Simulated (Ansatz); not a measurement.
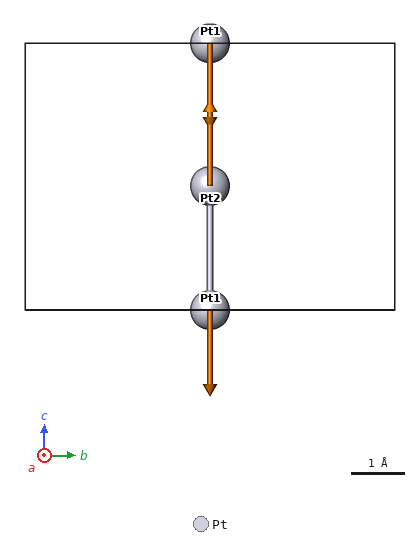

A relaxation of a wire of composition Pt. The starting structure is drawn; orange arrows show the displacements (the part carried along by the change of the cell is left out), 20 times their true length.

The picture is a ball-and-stick view of the cell of the calculation, with the vacuum cut short, seen along the a axis.

Case: dimerised chain of atoms.

These are results of DFT PBE, scalar-relativistic, plane waves, PAW (Ansatz 0.2.0), not measurements.

Input
```yaml
crystal:
  lattice:
    - [9.0, 0.0, 0.0]
    - [0.0, 9.3, 0.0]
    - [0.0, 0.0, 5.0531301048]
  atoms:
    - { symbol: Pt, position: [0.5, 0.5, 0.0], spin: 1.5 }
    - { symbol: Pt, position: [0.5, 0.5, 0.465], spin: 1.5 }
basis:
  ecutwfc: 420
kpoints:
  mp_grid: { grid: [1, 1, 13] }
hamiltonian:
  xc: pbe
scf:
  occupations: { method: gaussian, width: 0.05 }
output:
  forces: true
  stress: true
  eigenvalues: true
  populations: true
  write_density: true
  write_potential: true
  elf: true
  volumetric_format: npy
magnetization:
  spin_polarized: true
relax:
  adjacent_minimum: "off"
  f_tol: 0.01
  max_steps: 45
  cell: { fix: [a, b, alpha, beta, gamma], stress_tol: 0.03 }
```

Run as
```bash
ansatz run input.yaml --threads 2 --pin off --max-ram 5120MiB --backend cpu --events-out ev --progress --plain --runs-dir out
```

Q: What happened in the run?

A: The largest moves relative to the layer's centre, 0.082 Å, are those of Pt1 and Pt2. Along the periodic axis the drawn cell goes c 5.053 → 4.699 Å (−7.0 %). Some distances before and after: Pt1–Pt2 2.703 → 2.350 Å. After 3 accepted moves (4 points after the start) the energy has fallen by 0.579 eV per cell of the calculation. The largest force component goes from 2.1 to 0.0028 eV/Å. The SCF was repeated once at an unchanged geometry on a basis and grid sized afresh for the cell, which shifted the energy by 2.5 meV per cell of the calculation at most. The program noted that the starting moments weren't kept.

Limits of the set-up: the k-point mesh is coarse for a cell with partly filled bands.
